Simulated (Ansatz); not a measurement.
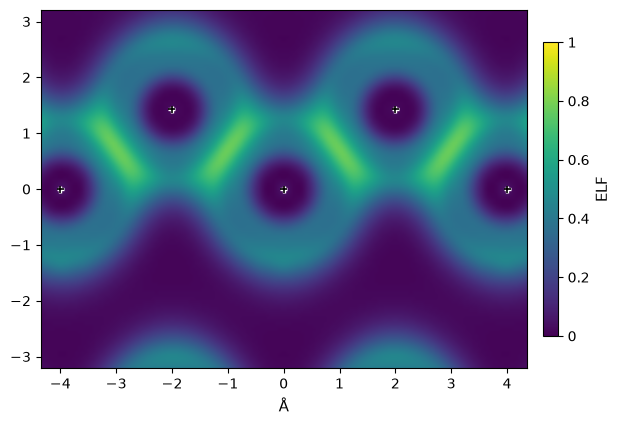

The electron localisation function on a plane through atoms (crosses mark nuclei in the plane).

These are results of DFT PBE, scalar-relativistic, plane waves, PAW (Ansatz), not measurements.

Candidates:
A. Ge₂₅H₁₂ (slab), a = 8.15 Å, b = 8.15 Å, c = 29.40 Å, α = 90.00°, β = 90.00°, γ = 90.00°. Not relaxed (largest force 0.4 eV/Å).
B. Ge, a = 4.00 Å, b = 4.00 Å, c = 5.71 Å, α = 90.00°, β = 90.00°, γ = 90.00°. Space group I4₁/amd; a generated structure, not necessarily the stable one.
C. SiNi, a = 5.15 Å, b = 3.39 Å, c = 5.61 Å, α = 90.00°, β = 90.00°, γ = 90.00°. Space group Pnma; computed without spin polarisation.

> Which system is this?

Candidate B: Ge on the (100) plane of the conventional cell, which holds Ge. Ge–Ge (2.46 Å): the ELF peaks at about 0.75 between the atoms (a covalent bond).
